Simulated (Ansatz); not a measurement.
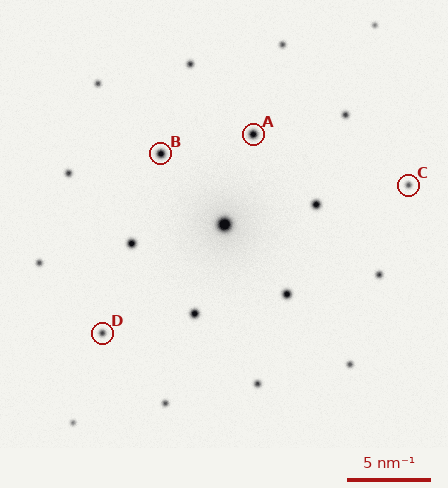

Simulated selected-area electron diffraction pattern (200 kV, kinematic approximation, thin crystal, B = 0.5 Å² for all atoms). The zone axis points towards the electron source and the pattern is seen from the source side.

Mn, space group Fd-3m (No. 227), a = 4.975 Å. Structure: the input geometry of an electronic-structure calculation (not necessarily at equilibrium); the starting structure was generated, so it need not be a known form of this composition.

```
Mn
1.0
     4.97528    0.00000    0.00000
     0.00000    4.97528    0.00000
     0.00000    0.00000    4.97528
Mn
8
Direct
  0.75000 0.75000 0.75000
  0.00000 0.50000 0.00000
  0.75000 0.25000 0.25000
  0.00000 0.00000 0.50000
  0.25000 0.75000 0.25000
  0.50000 0.50000 0.50000
  0.25000 0.25000 0.75000
  0.50000 0.00000 0.00000
```

Spot A is indexed 0 -2 2 and spot B 2 -2 0.

### Give hkl for C, D.

C = 2A − 2B = -4 0 4 (d = 0.880 Å). D = −2A + B = 2 2 -4 (d = 1.016 Å).

### Find the zone axis.

The cross product of A and B is parallel to [111]; every spot obeys hu + kv + lw = 0.

### What are the spacings of A and B and the angle between them?

d(A) = 1.759 Å, d(B) = 1.759 Å, and the angle is 60.0°.
